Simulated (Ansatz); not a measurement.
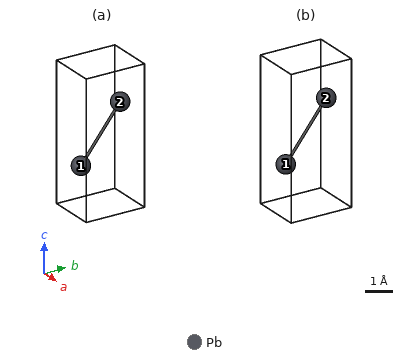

The structure of solid Pb (a generated structure, set up in Cmcm) before (left) and after (right) a relaxation, at one scale.

The picture is a ball-and-stick view of the cell of the calculation, reduced to other axes, seen slightly off an axis. Lengths and directions refer to the drawn axes.

Case: Ca → Pb on all its sites, cell and atoms relaxed.

The calculation used Ansatz, DFT PBE, scalar-relativistic, plane waves, PAW.

The input:
```yaml
crystal:
  lattice:
    - [1.7162563733, -2.9724814721, 0.0]
    - [1.7162563733, 2.9724814721, 0.0]
    - [0.0, 0.0, 5.6411947968]
  atoms:
    - { symbol: Pb, position: [0.8334435351, 0.1665564649, 0.25] }
    - { symbol: Pb, position: [0.1665564649, 0.8334435351, 0.75] }
basis:
  ecutwfc: 420
kpoints:
  mp_grid: { grid: [15, 15, 8] }
hamiltonian:
  xc: pbe
scf:
  occupations: { method: gaussian, width: 0.1 }
output:
  forces: true
  stress: true
  eigenvalues: true
relax:
  adjacent_minimum: "off"
  f_tol: 0.01
  max_steps: 60
  cell: { stress_tol: 0.1 }
```

Question: Summarise the run.

Answer: The atoms keep their places relative to the cell (all moves are under 0.005 Å). Cell: a 3.433 → 3.546 Å (+3.3 %), b 3.432 → 3.546 Å (+3.3 %), c 5.641 → 5.846 Å (+3.6 %). Volume +10.6 %. Some distances before and after: Pb1–Pb2 3.446 → 3.568 Å, Pb1–Pb1 3.433 → 3.546 Å. The space group stays P6_3/mmc (No. 194). The energy falls by 45.2 meV per atom in 3 accepted moves (4 points after the start). Largest force component: 0.00054 eV/Å at the start, 0.00011 eV/Å at the end. The pressure goes from 5.21 to 0.00 GPa. At 1 point the geometry stayed and the basis and grid were re-selected for the new cell (energy shift of 0.4 meV per atom at most each time). The run took of the order of 70 core-seconds on a shared host.
